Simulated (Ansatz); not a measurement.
## What a change does: band-structure calculation on GaN

System: GaN (F-43m, 2 atoms in the cell).
Method of the first run: DFT, PBE, plane waves, PAW, no spin polarisation (Ansatz 0.2.0).

The structure was built on a prototype by a generator. The geometry comes from this level: r2SCAN (a point of a series of strains). Text and figures count atoms from 1; the logs count them from 0 in places.

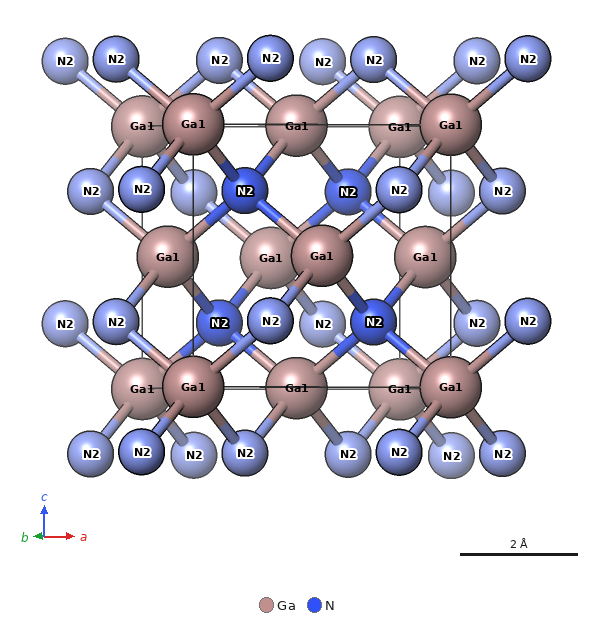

Fig. 1: The structure as given in the input (ball-and-stick view of the cell 4 times as large as that of the calculation, set on its symmetry axes, seen at an oblique angle; neighbours outside the cell are drawn fainter; atoms are numbered from 1 in the order of the input). Near neighbours in the crystal (not all of them lie inside the picture): Ga has 4 N at 1.95 Å; N has 4 Ga at 1.95 Å.

**Input file, the first run**
```yaml
crystal:
  lattice:
    - [0.0, 2.2489525436, 2.2489525436]
    - [2.2489525436, 0.0, 2.2489525436]
    - [2.2489525436, 2.2489525436, 0.0]
  atoms:
    - { symbol: Ga, position: [0.0, 0.0, 0.0] }
    - { symbol: "N", position: [0.25, 0.25, 0.25] }
kpoints:
  mp_grid: { grid: [10, 10, 10] }
  band_path:
    path:
      - [0.0, 0.0, 0.0]
      - [-0.5, -0.5, 0.0]
      - [-0.375, -0.375, 0.25]
      - [-0.375, 0.0, 0.375]
      - [0.0, 0.0, 0.5]
      - [-0.5, -0.25, 0.25]
    npoints: 1
hamiltonian:
  xc: pbe
scf:
  occupations: { method: fermi_dirac, width: 0.02 }
  n_extra_bands: 4
output:
  forces: true
  stress: true
  eigenvalues: true
```

Hardware: 2 threads of an Arm (aarch64) CPU, shared host.

**Output, shortened to warnings, some set-up lines, iterations and results (the first run)**
```
Basis set: ecut = 420 eV, 459 PW (Γ), exchange–correlation on 48×48×48 points (8 copies of the dense FFT grid, shifted against one another)
Symmetry: 24 space group operations
k-points: 47 of 1000 (time reversal used)
Initial density: superposition of atomic densities (neutral atoms: chi_scale 0, normalization atom), corrected by the library's trained network
[...]
SCF iter   1: F=—  HF=-4167.892945 eV  |F-HF|=—  |Δ(HF+E_count)|=         —  Δρ=6.30e-4  dr2=2.89e-5  ethr=1.77e-3  ⟨swp⟩=5.1  Hψ=3275  notcnv=0
SCF iter   2: F=—  HF=-4167.893244 eV  |F-HF|=—  |Δ(HF+E_count)|=   2.99e-4  Δρ=3.42e-4  dr2=8.99e-6  ethr=1.60e-7  ⟨swp⟩=2.9  Hψ=1507  notcnv=0
SCF iter   3: F=—  HF=-4167.893286 eV  |F-HF|=—  |Δ(HF+E_count)|=   4.19e-5  Δρ=1.32e-4  dr2=1.38e-6  ethr=5.00e-8  ⟨swp⟩=2.0  Hψ=981  notcnv=0
SCF iter   4: F=—  HF=-4167.893294 eV  |F-HF|=—  |Δ(HF+E_count)|=   8.44e-6  Δρ=2.36e-5  dr2=1.01e-7  ethr=7.65e-9  ⟨swp⟩=2.0  Hψ=1034  notcnv=0
SCF iter   5: F=-4167.893294 eV  HF=-4167.893294 eV  |F-HF|=3.31e-9  |Δ(HF+E_count)|=   4.11e-8  Δρ=1.00e-5  dr2=8.44e-9  ethr=5.64e-10  ⟨swp⟩=2.0  Hψ=1034  notcnv=0
SCF iter   6: F=-4167.893294 eV  HF=-4167.893294 eV  |F-HF|=5.64e-11  |Δ(HF+E_count)|=   5.74e-9  Δρ=1.39e-6  dr2=1.63e-10  ethr=4.69e-11  ⟨swp⟩=1.7  Hψ=1977  notcnv=0
SCF 1 converged in 6 iterations: F = -4167.893294 eV  dr2 = 1.63e-10
NSCF: frozen V_eff on 6 k-points
SCF converged after 6 iterations
Free energy (F): -4167.893294 eV
Harris-Foulkes:  -4167.893294 eV  (|F-HF|=5.64e-11)
Internal energy: -4167.893294 eV  (E = F + TS)
E sigma→0 (E₀):  -4167.893294 eV
Fermi energy:    10.631467 eV
--- Per-component energies (eV) ---
  E_band       = -4.169231
  E_kinetic    = 247.384852
  E_local      = -1945.177883  (includes V_loc(G=0)·N_el)
  E_nonlocal   = 474.323469
  E_hartree    = 895.365522
  E_xc         = -128.913240
  E_vxc        = -134.287718  (∫ρ·V_xc dr)
  E_paw        = -2120.230913  (= ΣΔE_a)
  E_vpaw       = -437.142621  (= ΣTr[D̂ρ^β])
  E_aug_tail   = 0.000127  (compensation charges beyond the density's cutoff)
  E_ewald      = -1590.645229
  E_smearing   = -0.000000  (= −TS)
  E_closure    = 0.000000  (closes the sum)
  Σ components = -4167.893294   (vs F -4167.893294, Δ=0.00e0)
--- Forces (eV/Å), atoms counted from 1 ---
  atom   1  Ga     0.00000000    -0.00000000    -0.00000000
  atom   2  N     -0.00000000    -0.00000000     0.00000000
  max |Σ_I F_I| component: 3.35e-17 eV/Å
--- Stress (GPa, compression-positive) ---
        6.220235      -0.000000      -0.000000
        0.000000       6.220235       0.000000
       -0.000000       0.000000       6.220235
  P = ⅓ Tr σ = 6.2202 GPa (62.202 kbar)
```

The input of the second run differs as follows (lines with − go, lines with + come):
```diff
-    - [0.0, 2.2489525436, 2.2489525436]
-    - [2.2489525436, 0.0, 2.2489525436]
+    - [0.0, 2.2489525436, 2.3051763572]
+    - [2.2489525436, 0.0, 2.3051763572]
```

How does the second run compare with the first run?

With the same functional and potentials, the second run lies 4.9 meV per atom lower. The gap on the mesh goes from 1.76 to 1.56 eV. The pressure goes from 6.22 to 1.52 GPa. The volume per atom goes from 11.37 to 11.66 Å³. The number of SCF iterations is the same. The irreducible k-points go from 47 to 102.

**Output, shortened to warnings, some set-up lines, iterations and results (the second run)**
```
Basis set: ecut = 420 eV, 459 PW (Γ), exchange–correlation on 48×48×48 points (8 copies of the dense FFT grid, shifted against one another)
Symmetry: 8 space group operations
k-points: 102 of 1000 (time reversal used)
Initial density: superposition of atomic densities (neutral atoms: chi_scale 0, normalization atom), corrected by the library's trained network
[...]
SCF iter   1: F=—  HF=-4167.902874 eV  |F-HF|=—  |Δ(HF+E_count)|=         —  Δρ=6.46e-4  dr2=4.15e-5  ethr=1.77e-3  ⟨swp⟩=5.1  Hψ=7147  notcnv=0
SCF iter   2: F=—  HF=-4167.903144 eV  |F-HF|=—  |Δ(HF+E_count)|=   2.71e-4  Δρ=3.53e-4  dr2=1.18e-5  ethr=2.31e-7  ⟨swp⟩=2.7  Hψ=3242  notcnv=0
SCF iter   3: F=—  HF=-4167.903189 eV  |F-HF|=—  |Δ(HF+E_count)|=   4.46e-5  Δρ=1.12e-4  dr2=1.09e-6  ethr=6.57e-8  ⟨swp⟩=2.0  Hψ=2241  notcnv=0
SCF iter   4: F=—  HF=-4167.903192 eV  |F-HF|=—  |Δ(HF+E_count)|=   3.46e-6  Δρ=2.72e-5  dr2=1.01e-7  ethr=6.04e-9  ⟨swp⟩=2.0  Hψ=2244  notcnv=0
SCF iter   5: F=-4167.903193 eV  HF=-4167.903193 eV  |F-HF|=2.20e-8  |Δ(HF+E_count)|=   7.11e-8  Δρ=1.11e-5  dr2=1.10e-8  ethr=5.63e-10  ⟨swp⟩=2.0  Hψ=2244  notcnv=0
SCF iter   6: F=-4167.903193 eV  HF=-4167.903193 eV  |F-HF|=2.03e-10  |Δ(HF+E_count)|=   2.44e-8  Δρ=2.49e-6  dr2=5.96e-10  ethr=6.12e-11  ⟨swp⟩=1.6  Hψ=4050  notcnv=0
SCF 1 converged in 6 iterations: F = -4167.903193 eV  dr2 = 5.96e-10
NSCF: frozen V_eff on 6 k-points
SCF converged after 6 iterations
Free energy (F): -4167.903193 eV
Harris-Foulkes:  -4167.903193 eV  (|F-HF|=2.03e-10)
Internal energy: -4167.903193 eV  (E = F + TS)
E sigma→0 (E₀):  -4167.903193 eV
Fermi energy:    10.194180 eV
--- Per-component energies (eV) ---
  E_band       = -10.150175
  E_kinetic    = 246.350624
  E_local      = -1964.323031  (includes V_loc(G=0)·N_el)
  E_nonlocal   = 474.256509
  E_hartree    = 902.352160
  E_xc         = -128.533731
  E_vxc        = -133.782330  (∫ρ·V_xc dr)
  E_paw        = -2120.300753  (= ΣΔE_a)
  E_vpaw       = -437.355499  (= ΣTr[D̂ρ^β])
  E_aug_tail   = 0.000067  (compensation charges beyond the density's cutoff)
  E_ewald      = -1577.705038
  E_smearing   = -0.000000  (= −TS)
  E_closure    = -0.000000  (closes the sum)
  Σ components = -4167.903193   (vs F -4167.903193, Δ=0.00e0)
--- Forces (eV/Å), atoms counted from 1 ---
  atom   1  Ga     0.00000000     0.00000000     0.00000000
  atom   2  N     -0.00000000    -0.00000000     0.00000000
  max |Σ_I F_I| component: 2.78e-17 eV/Å
--- Stress (GPa, compression-positive) ---
        2.579124       0.000000      -0.000000
        0.000000       2.579124       0.000000
        0.000000       0.000000      -0.603348
  P = ⅓ Tr σ = 1.5183 GPa (15.183 kbar)
```

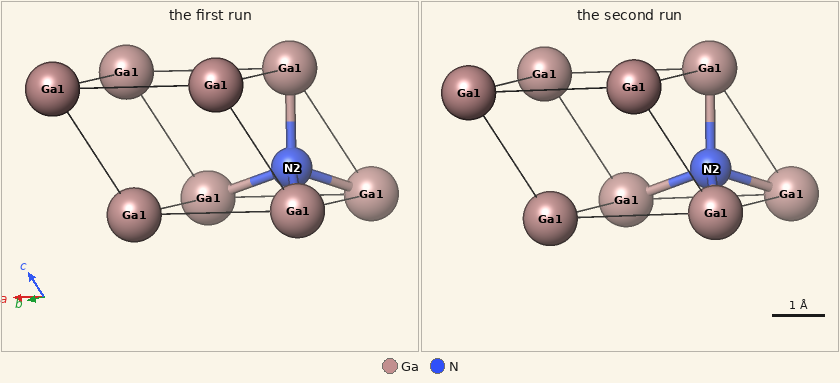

Fig. 2: The two input geometries at one scale (ball-and-stick view of the cell of the calculation, seen at an oblique angle). The atoms keep their places relative to the cell (all moves are under 0.005 Å). The volume changes by +2.5 %, with a = b 3.180 → 3.221 Å (+1.3 %), c stays at 3.180 Å, α 60.0° → 60.4°, β 60.0° → 60.4°, γ 60.0° → 59.2°. Among the contacts that change: Ga1–N2 1.948 → 1.964 Å.

**The two runs side by side**

```csv
quantity,the first run,the second run
outcome,converged,converged
free energy per atom (eV),−2083.9466,−2083.9516
gap on the mesh (eV),1.76,1.56
pressure (GPa),6.22,1.52
volume per atom (Å³),11.37,11.66
largest force (eV/Å),0.000,0.000
SCF iterations,6,6
irreducible k-points,47,102
plane waves at Γ,459,459
wall time (shared host),1.8 s,4 s
```

For the first run: The cell is under a pressure of 6.2 GPa at this level, so it is not at its equilibrium volume.
